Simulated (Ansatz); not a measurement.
# Geometry relaxation of W (part 3 of 3)

Continued. System: W (slab, 16 atoms in the cell). Method: DFT PBE+D3(BJ), scalar-relativistic, plane waves, PAW, no spin polarisation (Ansatz 0.2.0); cutoff 420 eV, 3×3×1 k-mesh, Gaussian smearing of 0.1 eV. The structure derives from an entry of the Crystallography Open Database. The input holds or restrains some coordinates. Forces given for the steps count only the free coordinates. It belongs to a series of runs on one base structure; here: clean slab, lower planes held.

Geometry of the input (Å; fractional positions):
```
6.3187  0.0000  0.0000
0.0000  6.3187  0.0000
0.0000  0.0000  20.7391
W  0.2500  0.7500  0.3857
W  0.2500  0.2500  0.3857
W  0.7500  0.7500  0.3857
W  0.7500  0.2500  0.3857
W  0.5000  0.5000  0.4619
W  0.5000  0.0000  0.4619
W  0.0000  0.5000  0.4619
W  0.0000  0.0000  0.4619
W  0.7500  0.2500  0.5381
W  0.7500  0.7500  0.5381
W  0.2500  0.2500  0.5381
W  0.2500  0.7500  0.5381
W  0.0000  0.0000  0.6143
W  0.0000  0.5000  0.6143
W  0.5000  0.0000  0.6143
W  0.5000  0.5000  0.6143
```

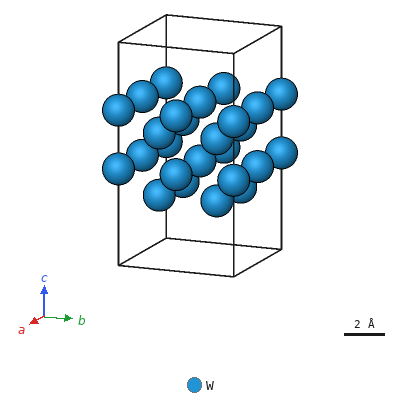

The geometry at step 3 of the log (spheres-only view of the cell of the calculation, with the vacuum cut short, seen slightly off an axis).

Output, continued:
```
  k-point 1: bands = ["-69.6509", "-69.6191", "-69.5925", "-69.5879", "-69.5676", "-69.5577", "-69.5533", "-69.5498", "-69.5247", "-69.5225", "-69.4977", "-69.4928", "-69.4649", "-69.4603", "-69.4372", "-69.4074", "-34.4315", "-34.4217", "-34.4131", "-34.3879", "-34.3738", "-34.3469", "-34.2713", "-34.2028", "-34.1792", "-34.1759", "-34.1657", "-34.1208", "-34.0723", "-34.0423", "-34.0416", "-34.0295", "-33.9770", "-33.8945", "-33.8735", "-33.8453", "-33.8227", "-33.8210", "-33.7920", "-33.7817", "-33.7682", "-33.7483", "-33.6938", "-33.6894", "-33.6573", "-33.6251", "-33.5984", "-33.5620", "-33.5535", "-33.5415", "-33.5126", "-33.4964", "-33.4901", "-33.4900", "-33.4479", "-33.3934", "-33.3732", "-33.3367", "-33.3299", "-33.3146", "-33.3138", "-33.3116", "-33.2792", "-33.2665", "-3.6024", "-2.2031", "-1.4874", "-1.1296", "-0.7923", "-0.7212", "-0.6152", "-0.5754", "-0.5059", "-0.3309", "-0.0808", "0.0961", "0.1186", "0.2244", "0.3536", "0.6783", "0.7905", "0.9585", "1.2313", "1.2603", "1.3517", "1.3789", "1.3972", "1.5617", "1.5701", "1.7839", "1.9432", "1.9949", "2.0573", "2.5792", "2.6156", "2.6461", "2.6766", "2.7803", "2.9016", "3.0047", "3.1086", "3.4080", "3.4284", "3.6093", "3.6556", "3.6653", "3.7812", "3.8127", "3.8852", "3.9070", "4.1674", "4.3455", "4.4122", "4.4227", "4.4249", "4.5203", "4.5393", "4.7194", "4.9517", "5.4252", "5.4362", "5.5080", "5.6203", "5.6812", "5.8436", "5.8846", "6.0066", "6.0442", "6.0649", "6.0917", "6.2105", "6.2706", "6.2907", "6.4131", "6.5946"]
  k-point 2: bands = ["-69.6395", "-69.6124", "-69.6124", "-69.5973", "-69.5586", "-69.5503", "-69.5488", "-69.5488", "-69.5251", "-69.5197", "-69.5197", "-69.5048", "-69.4512", "-69.4408", "-69.4408", "-69.4163", "-34.3798", "-34.3798", "-34.3752", "-34.3188", "-34.2927", "-34.2927", "-34.2578", "-34.2457", "-34.1912", "-34.1755", "-34.1755", "-34.1748", "-34.0884", "-34.0884", "-34.0604", "-34.0560", "-34.0336", "-33.9220", "-33.8794", "-33.8794", "-33.8668", "-33.8618", "-33.8509", "-33.8509", "-33.7881", "-33.6999", "-33.6999", "-33.6435", "-33.5805", "-33.5805", "-33.5704", "-33.5531", "-33.5522", "-33.5472", "-33.5472", "-33.5080", "-33.4965", "-33.4524", "-33.4471", "-33.4471", "-33.3420", "-33.3283", "-33.3283", "-33.3060", "-33.3020", "-33.3020", "-33.2942", "-33.2749", "-3.0368", "-1.7223", "-1.7223", "-1.0048", "-0.9610", "-0.4740", "-0.4740", "-0.0657", "0.0094", "0.1610", "0.1610", "0.2000", "0.5392", "0.6694", "0.6876", "0.6876", "0.7975", "0.7975", "0.9402", "1.0534", "1.2433", "1.4292", "1.4292", "1.5492", "1.5765", "1.6571", "1.6571", "1.9817", "2.0134", "2.0148", "2.1253", "2.2423", "2.2423", "2.4655", "2.5057", "2.5057", "2.5323", "2.9038", "2.9038", "3.5565", "3.5565", "3.5730", "3.6829", "3.7258", "3.8327", "3.8714", "3.8714", "4.0178", "4.0178", "4.0402", "4.2386", "4.4281", "4.5893", "4.7867", "4.8271", "4.8271", "5.0904", "5.5721", "5.5721", "5.6142", "5.6142", "5.6489", "5.7355", "5.9827", "5.9827", "6.0934", "6.1356", "6.4228", "6.5516", "6.6570", "6.6570"]
--- Relaxed structure (5 steps of the walk, 4 accepted, 0 SCFs on fresh bases) ---
  F+E_penalty+E_count = -166143.20981484 eV   max|allowed force component| = 1.302e-2 eV/Å
  atoms:
    - { symbol: W, position: [0.25, 0.7499999999999999, 0.38574549930000007] }
    - { symbol: W, position: [0.25, 0.25, 0.38574549930000007] }
    - { symbol: W, position: [0.7499999999999999, 0.7499999999999999, 0.38574549930000007] }
    - { symbol: W, position: [0.7499999999999999, 0.25, 0.38574549930000007] }
    - { symbol: W, position: [0.5, 0.5, 0.46191516640000013] }
    - { symbol: W, position: [0.5, 0.0, 0.46191516640000013] }
    - { symbol: W, position: [0.0, 0.5, 0.46191516640000013] }
    - { symbol: W, position: [0.0, 0.0, 0.46191516640000013] }
    - { symbol: W, position: [0.7499999999999999, 0.25, 0.5417508274814676] }
    - { symbol: W, position: [0.7499999999999999, 0.7499999999999999, 0.5417508274814676] }
    - { symbol: W, position: [0.25, 0.25, 0.5417508274814676] }
    - { symbol: W, position: [0.25, 0.7499999999999999, 0.5417508274814676] }
    - { symbol: W, position: [-2.6288709305178027e-18, -3.4099056730219042e-34, 0.6101319781989614] }
    - { symbol: W, position: [-2.6288709305178035e-18, 0.5, 0.6101319781989614] }
    - { symbol: W, position: [0.5, -4.276669405549818e-34, 0.6101319781989614] }
    - { symbol: W, position: [0.5, 0.5, 0.6101319781989614] }
```

Trajectory as extended XYZ (Å, eV, eV/Å), 5 frames, from step=1 to step=5:
```
16
Lattice="6.3187 0.0000 0.0000 0.0000 6.3187 0.0000 0.0000 0.0000 20.7391" Properties=species:S:1:pos:R:3:forces:R:3 step=1 energy=-166142.61129
W     1.5797    4.7391    8.0000    0.0000   0.0000   1.6493
W     1.5797    1.5797    8.0000    0.0000   0.0000   1.6493
W     4.7391    4.7391    8.0000    0.0000   0.0000   1.6493
W     4.7391    1.5797    8.0000    0.0000   0.0000   1.6493
W     3.1594    3.1594    9.5797    0.0000   0.0000  -2.0549
W     3.1594    0.0000    9.5797    0.0000   0.0000  -2.0549
W     0.0000    3.1594    9.5797    0.0000   0.0000  -2.0549
W     0.0000    0.0000    9.5797    0.0000   0.0000  -2.0549
W     4.7391    1.5797   11.1594    0.0000   0.0000   2.0548
W     4.7391    4.7391   11.1594    0.0000   0.0000   2.0548
W     1.5797    1.5797   11.1594    0.0000   0.0000   2.0548
W     1.5797    4.7391   11.1594    0.0000   0.0000   2.0548
W     0.0000    0.0000   12.7391    0.0000   0.0000  -1.6492
W     0.0000    3.1594   12.7391    0.0000   0.0000  -1.6492
W     3.1594    0.0000   12.7391    0.0000   0.0000  -1.6492
W     3.1594    3.1594   12.7391    0.0000   0.0000  -1.6492
16
Lattice="6.3187 0.0000 0.0000 0.0000 6.3187 0.0000 0.0000 0.0000 20.7391" Properties=species:S:1:pos:R:3:forces:R:3 step=2 energy=-166142.22413 accepted=F
W     1.5797    4.7391    8.0000    0.0000   0.0000   2.1197
W     1.5797    1.5797    8.0000    0.0000   0.0000   2.1197
W     4.7391    4.7391    8.0000    0.0000   0.0000   2.1197
W     4.7391    1.5797    8.0000    0.0000   0.0000   2.1197
W     3.1594    3.1594    9.5797    0.0000   0.0000  -1.9352
W     3.1594    0.0000    9.5797    0.0000   0.0000  -1.9352
W     0.0000    3.1594    9.5797    0.0000   0.0000  -1.9352
W     0.0000    0.0000    9.5797    0.0000   0.0000  -1.9352
W     4.7391    1.5797   11.3281    0.0000   0.0000  -2.6434
W     4.7391    4.7391   11.3281    0.0000   0.0000  -2.6434
W     1.5797    1.5797   11.3281    0.0000   0.0000  -2.6434
W     1.5797    4.7391   11.3281    0.0000   0.0000  -2.6434
W     0.0000    0.0000   12.5444    0.0000   0.0000   2.4571
W     0.0000    3.1594   12.5444    0.0000   0.0000   2.4571
W     3.1594    0.0000   12.5444    0.0000   0.0000   2.4571
W     3.1594    3.1594   12.5444    0.0000   0.0000   2.4571
16
Lattice="6.3187 0.0000 0.0000 0.0000 6.3187 0.0000 0.0000 0.0000 20.7391" Properties=species:S:1:pos:R:3:forces:R:3 step=3 energy=-166143.20506
W     1.5797    4.7391    8.0000    0.0000   0.0000   1.8505
W     1.5797    1.5797    8.0000    0.0000   0.0000   1.8505
W     4.7391    4.7391    8.0000    0.0000   0.0000   1.8505
W     4.7391    1.5797    8.0000    0.0000   0.0000   1.8505
W     3.1594    3.1594    9.5797    0.0000   0.0000  -1.8545
W     3.1594    0.0000    9.5797    0.0000   0.0000  -1.8545
W     0.0000    3.1594    9.5797    0.0000   0.0000  -1.8545
W     0.0000    0.0000    9.5797    0.0000   0.0000  -1.8545
W     4.7391    1.5797   11.2412    0.0000   0.0000  -0.1586
W     4.7391    4.7391   11.2412    0.0000   0.0000  -0.1586
W     1.5797    1.5797   11.2412    0.0000   0.0000  -0.1586
W     1.5797    4.7391   11.2412    0.0000   0.0000  -0.1586
W     0.0000    0.0000   12.6442    0.0000   0.0000   0.1625
W     0.0000    3.1594   12.6442    0.0000   0.0000   0.1625
W     3.1594    0.0000   12.6442    0.0000   0.0000   0.1625
W     3.1594    3.1594   12.6442    0.0000   0.0000   0.1625
16
Lattice="6.3187 0.0000 0.0000 0.0000 6.3187 0.0000 0.0000 0.0000 20.7391" Properties=species:S:1:pos:R:3:forces:R:3 step=4 energy=-166143.20971
W     1.5797    4.7391    8.0000    0.0000   0.0000   1.8410
W     1.5797    1.5797    8.0000    0.0000   0.0000   1.8410
W     4.7391    4.7391    8.0000    0.0000   0.0000   1.8410
W     4.7391    1.5797    8.0000    0.0000   0.0000   1.8410
W     3.1594    3.1594    9.5797    0.0000   0.0000  -1.8199
W     3.1594    0.0000    9.5797    0.0000   0.0000  -1.8199
W     0.0000    3.1594    9.5797    0.0000   0.0000  -1.8199
W     0.0000    0.0000    9.5797    0.0000   0.0000  -1.8199
W     4.7391    1.5797   11.2392    0.0000   0.0000  -0.0338
W     4.7391    4.7391   11.2392    0.0000   0.0000  -0.0338
W     1.5797    1.5797   11.2392    0.0000   0.0000  -0.0338
W     1.5797    4.7391   11.2392    0.0000   0.0000  -0.0338
W     0.0000    0.0000   12.6553    0.0000   0.0000   0.0124
W     0.0000    3.1594   12.6553    0.0000   0.0000   0.0124
W     3.1594    0.0000   12.6553    0.0000   0.0000   0.0124
W     3.1594    3.1594   12.6553    0.0000   0.0000   0.0124
16
Lattice="6.3187 0.0000 0.0000 0.0000 6.3187 0.0000 0.0000 0.0000 20.7391" Properties=species:S:1:pos:R:3:forces:R:3 step=5 energy=-166143.20982
W     1.5797    4.7391    8.0000    0.0000   0.0000   1.8298
W     1.5797    1.5797    8.0000    0.0000   0.0000   1.8298
W     4.7391    4.7391    8.0000    0.0000   0.0000   1.8298
W     4.7391    1.5797    8.0000    0.0000   0.0000   1.8298
W     3.1594    3.1594    9.5797    0.0000   0.0000  -1.8451
W     3.1594    0.0000    9.5797    0.0000   0.0000  -1.8451
W     0.0000    3.1594    9.5797    0.0000   0.0000  -1.8451
W     0.0000    0.0000    9.5797    0.0000   0.0000  -1.8451
W     4.7391    1.5797   11.2354    0.0000   0.0000   0.0130
W     4.7391    4.7391   11.2354    0.0000   0.0000   0.0130
W     1.5797    1.5797   11.2354    0.0000   0.0000   0.0130
W     1.5797    4.7391   11.2354    0.0000   0.0000   0.0130
W     0.0000    0.0000   12.6536    0.0000   0.0000   0.0023
W     0.0000    3.1594   12.6536    0.0000   0.0000   0.0023
W     3.1594    0.0000   12.6536    0.0000   0.0000   0.0023
W     3.1594    3.1594   12.6536    0.0000   0.0000   0.0023
```

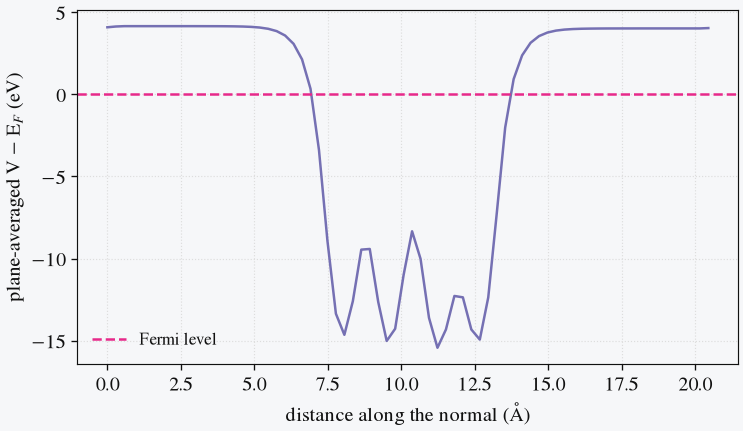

Plane average of the electrostatic potential energy of an electron across the cell, from the Fermi level. The vacuum level lies 4.02 eV above the Fermi level on the upper side and 4.16 eV on the lower.

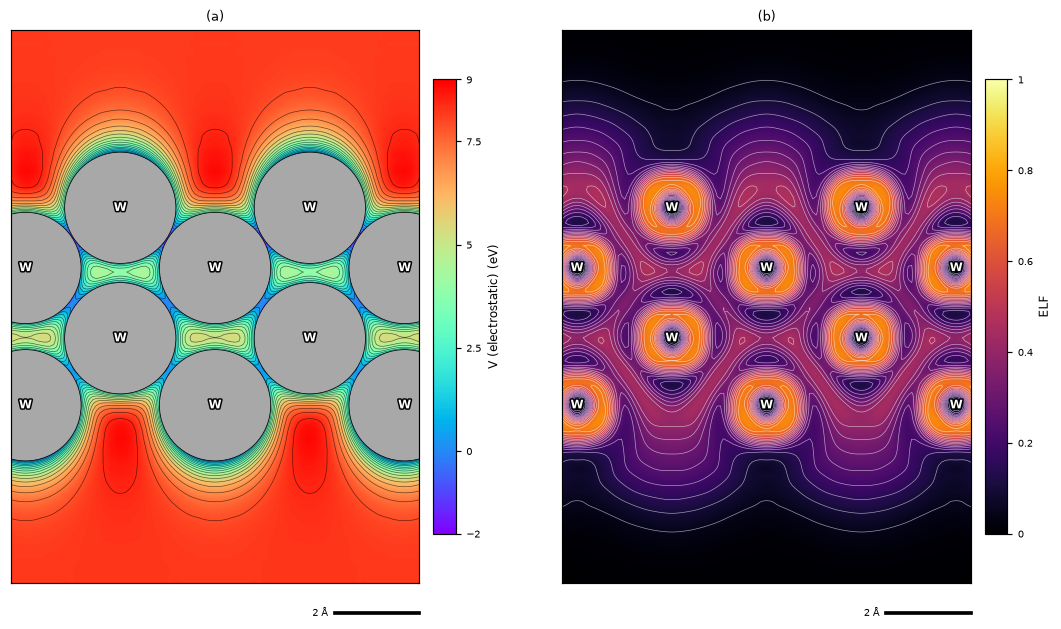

(a) electrostatic potential energy of an electron; (b) electron localisation function on the (11̄0) plane of the calculation cell, a cut from vacuum to vacuum. Grey discs, where drawn, cover atomic cores. The section cuts through W sites. W–W (2.65 Å): the ELF is about 0.45 at the midpoint, as expected for metallic bonding. W–W (2.74 Å): the ELF is about 0.45 at the midpoint (metallic bonding. W–W (2.78 Å): the ELF is about 0.35 at the midpoint, as expected for metallic bonding. The strong features right at W lie inside the PAW spheres (semicore, d or f shells) and say nothing about bonding. The fields are those of the smooth PAW valence density.

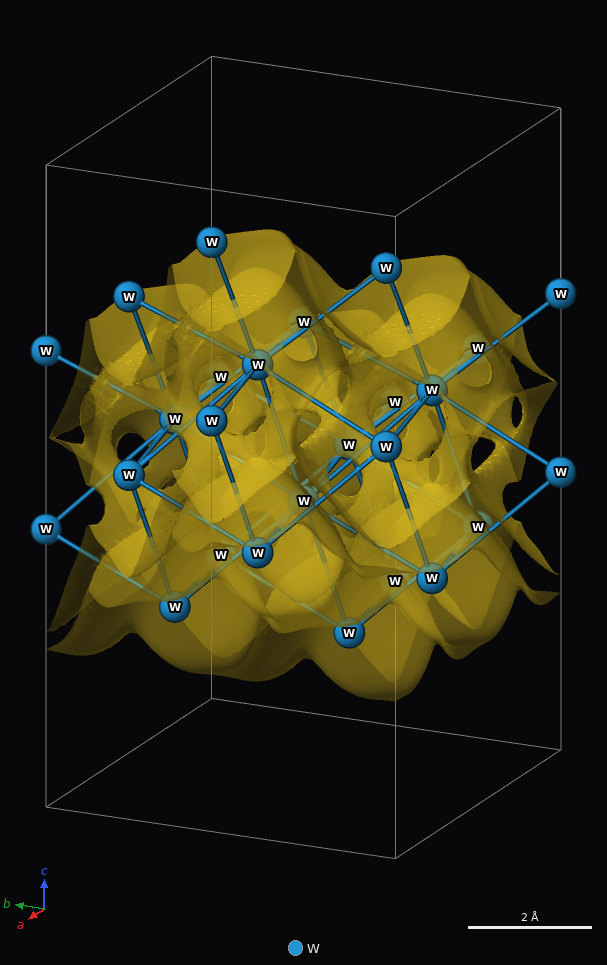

Isosurface of the electron localisation function at 0.4 (yellow), seen at an oblique angle. Core shells and regions of very low density are left out. Sticks mark near contacts. The ELF exceeds this value in sheets that run through the cell in two directions, counted in one cell of 16 atoms. Along the contacts the grid gives the following. W–W (2.65 Å): the ELF is about 0.45 at the midpoint, which marks metallic bonding. W–W (2.74 Å): the ELF is about 0.45 at the midpoint, as expected for nearly free electrons, as in a simple metal.
